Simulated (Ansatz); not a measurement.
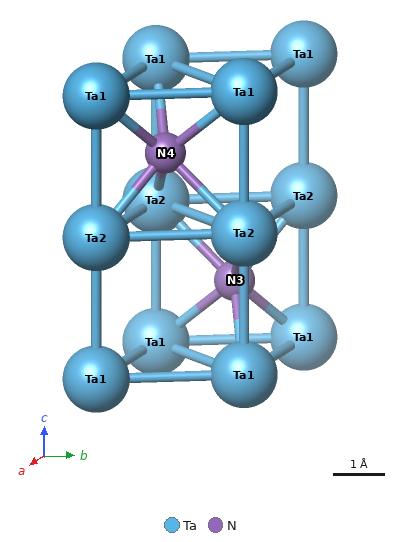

**Figure 1.** The structure as given in the input (ball-and-stick view of the cell of the calculation, seen slightly off an axis; atoms are numbered from 1 in the order of the input).

## Single-point calculation, with input and output: TaN

The run: single-point calculation of TaN (P6₃/mmc, 4 atoms in the cell). Method and program: DFT, PBE, plane waves, PAW, no spin polarisation (Ansatz 0.2.0).

The structure derives from an entry of the Crystallography Open Database. Figures and captions count atoms from 1; the log counts them from 0 in places.

**Output**
```
Warning: output.stress: scf.convergence.dr2_threshold = 1e-9 eV is looser than the 4e-10 eV advised for a printed stress (1e-10 eV for each atom of the cell: 4). What an SCF threshold leaves in a stress goes as its square root, and in the free energy as the threshold itself, and one threshold admits the most on a small cell: of the crystals measured, under no hybrid functional and no lock of the moments, on runs that ended without the residual-converged pass, on stresses that held no estimate of that error, the worst erred by over 100 MPa in a component at 1e-7 eV an atom and by under 5 at 1e-10. Set scf.convergence.dr2_threshold to 4e-10 eV or tighter. The threshold is an SCF's pass mark: one that does not reach it within its budget of iterations ends unconverged, or closes short of it on a stop that the run arms, and scf.convergence.dr2_threshold's page says what that costs each kind of run
Engine: ansatz 0.2.0, x86_64-unknown-linux-gnu
Pseudopotentials: kind: paw
Pseudopotential: Ta, paw, valence charge 13, recommended cutoff 420 eV (normal), Ta.paw.azcp
Pseudopotential: N, paw, valence charge 5, recommended cutoff 420 eV (normal), N.paw.azcp
Functional definition: PBE
  parameter kappa = 0.804
  parameter beta = 0.06672455060314922
  exchange = pbe_x(kappa = kappa, mu = beta*pi^2/3)
  correlation = pbe_c(beta = beta)
Crystal: 4 atoms, lattice volume = 43.059 Å³
Basis set: ecut = 420 eV, 835 PW (Γ), exchange–correlation on 40×40×80 points (8 copies of the dense FFT grid, shifted against one another)
Bands: 22, of which v1, the nominal top of the filled ones, is band 18 counted from 1 (17 counted from 0)
Symmetry: 24 space group operations
Space group: P63/mmc (ITA 194), of the structure as read, at distance tolerance 3.5e-5 Å
k-points: 366 of 5760
Non-local potential: Ta, projectors of the file, l = 0: 3, l = 1: 2, l = 2: 2, l = 3: 1
Non-local potential: N, projectors of the file, l = 0: 2, l = 1: 2, l = 2: 1
PAW form: soft (Blöchl's): semilocal exchange-correlation on the pseudo side does not see the compensation charge
PAW one-centre angular grid: Ta, 590 points (default); XC on 64 Gauss nodes
PAW one-centre angular grid: N, 110 points (default); XC on 64 Gauss nodes
Initial density: superposition of atomic densities (neutral atoms: chi_scale 0, normalization atom), corrected by the library's trained network
Initial wavefunctions: pseudopotential atomic-orbital guess
Functional: x = pbe(κ = 0.804, μ = 0.2195149727645171), c = pbe(β = 0.06672455060314922)
SCF iter   1: F=—  HF=-20636.157303 eV  |F-HF|=—  |Δ(HF+E_count)|=         —  Δρ=7.12e-3  dr2=1.20e-2  ethr=1.77e-3  ⟨swp⟩=5.1  Hψ=35829  notcnv=0
preconditioner: auto → Kerker (q_TF=auto, 2.648 Å⁻¹)  [metal: Δε(μ)=0.000 eV  Ē_g=9.509 eV  σ=0.100 eV  W_gap=0.00  n_scr=10 (ndim 8)  ℏωp=25.3 eV  f_vac=0.000  D(μ)=1.34/eV (n_scr^D=4)]
SCF iter   2: F=—  HF=-20636.155897 eV  |F-HF|=—  |Δ(HF+E_count)|=   1.41e-3  Δρ=4.07e-3  dr2=4.51e-3  ethr=3.35e-5  ⟨swp⟩=1.0  Hψ=10991  notcnv=0
SCF iter   3: F=—  HF=-20636.155255 eV  |F-HF|=—  |Δ(HF+E_count)|=   6.42e-4  Δρ=1.08e-3  dr2=4.28e-4  ethr=1.25e-5  ⟨swp⟩=2.3  Hψ=11853  notcnv=0
SCF iter   4: F=—  HF=-20636.155155 eV  |F-HF|=—  |Δ(HF+E_count)|=   9.98e-5  Δρ=3.02e-4  dr2=2.76e-5  ethr=1.19e-6  ⟨swp⟩=2.0  Hψ=11575  notcnv=0
SCF iter   5: F=—  HF=-20636.155179 eV  |F-HF|=—  |Δ(HF+E_count)|=   2.41e-5  Δρ=5.69e-5  dr2=1.06e-6  ethr=7.66e-8  ⟨swp⟩=2.1  Hψ=12523  notcnv=0
SCF iter   6: F=—  HF=-20636.155179 eV  |F-HF|=—  |Δ(HF+E_count)|=   3.17e-8  Δρ=1.53e-5  dr2=7.67e-8  ethr=2.94e-9  ⟨swp⟩=2.1  Hψ=10848  notcnv=0
SCF iter   7: F=—  HF=-20636.155179 eV  |F-HF|=—  |Δ(HF+E_count)|=   5.92e-8  Δρ=2.14e-6  dr2=1.04e-9  ethr=2.13e-10  ⟨swp⟩=2.0  Hψ=11645  notcnv=0
SCF iter   8: F=-20636.155179 eV  HF=-20636.155179 eV  |F-HF|=1.82e-11  |Δ(HF+E_count)|=   1.21e-9  Δρ=2.96e-7  dr2=3.02e-11  ethr=2.78e-12  ⟨swp⟩=4.1  Hψ=26608  notcnv=0
the search or the solves at the SCF's close seem to have found levels that the self-consistency loop had missed (the run counts 1). By its estimate they hold under 1e-12 electrons; where the run keeps them, the occupations were computed again with them
SCF 1 converged in 8 iterations: F = -20636.155179 eV  dr2 = 3.02e-11
  greatest PAW one-centre occupation: 0.999 electrons in one spin orbital (limit 2), on the Ta atom at site 1 (counted from 0), in its partial waves of l = 0
SCF converged after 8 iterations
Free energy (F): -20636.155179 eV
Harris-Foulkes:  -20636.155179 eV  (|F-HF|=1.82e-11)
Internal energy: -20636.148627 eV  (E = F + TS)
E sigma→0 (E₀):  -20636.151903 eV
Entropy (-TS):   -0.006551 eV (-1.638 meV/atom)
Fermi energy:    20.357051 eV
--- Per-component energies (eV) ---
  E_band       = -100.345825
  E_kinetic    = 1000.778093
  E_local      = -1202.872035  (includes V_loc(G=0)·N_el)
  E_nonlocal   = 120.368365
  E_hartree    = 406.104399
  E_xc         = -560.188641
  E_vxc        = -565.160743  (∫ρ·V_xc dr)
  E_paw        = -17048.747895  (= ΣΔE_a)
  E_vpaw       = -265.668792  (= ΣTr[D̂ρ^β])
  E_aug_tail   = 0.000394  (compensation charges beyond the density's cutoff)
  E_ewald      = -3351.591308
  E_smearing   = -0.006551  (= −TS)
  E_closure    = 0.000000  (closes the sum)
  Σ components = -20636.155179   (vs F -20636.155179, Δ=0.00e0)
--- Forces (eV/Å), atoms counted from 1 ---
  atom   1  Ta    -0.00000000    -0.00000000     0.00000000
  atom   2  Ta     0.00000000    -0.00000000     0.00000000
  atom   3  N      0.00000000    -0.00000000     0.00000000
  atom   4  N      0.00000000     0.00000000     0.00000000
  max |Σ_I F_I| component: 1.48e-16 eV/Å
--- Stress (GPa, compression-positive) ---
       -0.013873       0.000000       0.000000
       -0.000000      -0.013873       0.000000
        0.000000       0.000000      15.210663
  P = ⅓ Tr σ = 5.0610 GPa (50.610 kbar)
--- Band table (eV; the first three rows and the last of 366) ---
  k-point 0: bands = ["-48.1071", "-48.0598", "-15.2966", "-14.4058", "-14.2334", "-14.2334", "-14.1576", "-14.1576", "2.6342", "5.1108", "11.0070", "15.1958", "15.1958", "16.0407", "16.8343", "18.1436", "18.1436", "20.0966", "20.0966", "20.7437", "20.7437", "23.1170"]
  k-point 1: bands = ["-48.1060", "-48.0610", "-15.2763", "-14.4293", "-14.2316", "-14.2316", "-14.1595", "-14.1595", "2.6846", "5.0290", "11.1195", "15.2381", "15.2381", "15.7264", "17.1277", "17.9590", "17.9590", "20.2819", "20.2819", "20.7771", "20.7771", "22.8913"]
  k-point 2: bands = ["-48.1026", "-48.0644", "-15.2171", "-14.4970", "-14.2263", "-14.2263", "-14.1649", "-14.1649", "2.8321", "4.8034", "11.4366", "15.1550", "15.3638", "15.3638", "17.5474", "17.5474", "17.6529", "20.6753", "20.6753", "20.8728", "20.8728", "22.2986"]
  k-point 365: bands = ["-47.9942", "-47.9942", "-14.9224", "-14.9224", "-14.9051", "-14.9051", "-14.6233", "-14.6233", "4.9464", "4.9464", "13.0580", "13.0580", "14.4555", "14.4555", "14.5596", "14.5596", "19.9549", "19.9549", "23.1023", "23.1023", "23.2836", "23.2836"]
```

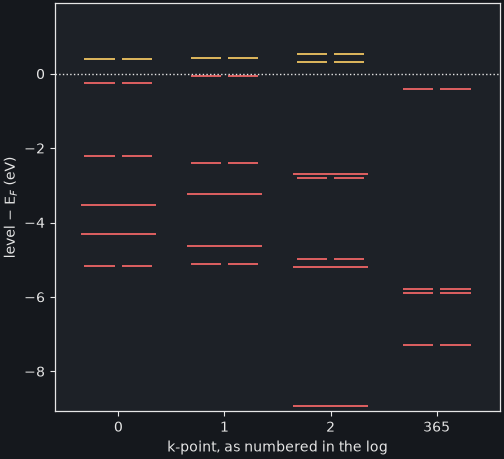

**Figure 2.** Kohn–Sham levels near the Fermi level (dotted) at the few k-points that the log prints; levels within 0.02 eV of each other stand side by side. The system is metallic on the full mesh.

This output came from the following input.

**Input file**
```yaml
crystal:
  lattice:
    - [2.9287579024, 0.0, 0.0]
    - [-1.4643789512, 2.536378745, 0.0]
    - [0.0, 0.0, 5.7965486001]
  atoms:
    - { symbol: Ta, position: [0.0, 0.0, 0.0] }
    - { symbol: Ta, position: [0.0, 0.0, 0.5] }
    - { symbol: "N", position: [0.3333333342, 0.6666666658, 0.25] }
    - { symbol: "N", position: [0.6666666658, 0.3333333342, 0.75] }
basis:
  ecutwfc: 420
kpoints:
  mp_grid: { grid: [24, 24, 10] }
hamiltonian:
  xc: pbe
scf:
  occupations: { method: gaussian, width: 0.1 }
  convergence: { dr2_threshold: 1.0e-09 }
output:
  forces: true
  eigenvalues: true
  stress: true
```

Command:
```bash
ansatz run input.yaml --threads 1 --pin off --max-ram 2560MiB --backend cpu --events-out ev --progress --plain --runs-dir out
```

**Summary**

| quantity | value |
| --- | --- |
| outcome | converged |
| space group (tolerance 0.01 Å) | P6₃/mmc (194) |
| electrons treated | 36 |
| free energy | −20636.1552 eV |
| Fermi energy | 20.357 eV |
| gap on the k-point mesh | none (metallic) |
| pressure | 5.06 GPa |
| largest force (length of the vector) | under 0.001 eV/Å |
| hardware | 1 thread of Intel Xeon (Emerald Rapids), 32 GiB of memory available, shared host |
| wall time | 11 s |
| peak memory | 0.59 GiB |

**Notes**

Settings chosen away from the usual ones: scf.convergence.dr2_threshold set to 1e-09. The program warns: the SCF threshold is looser than advised for the printed stress. Spin–orbit coupling is left out, which matters for Ta.
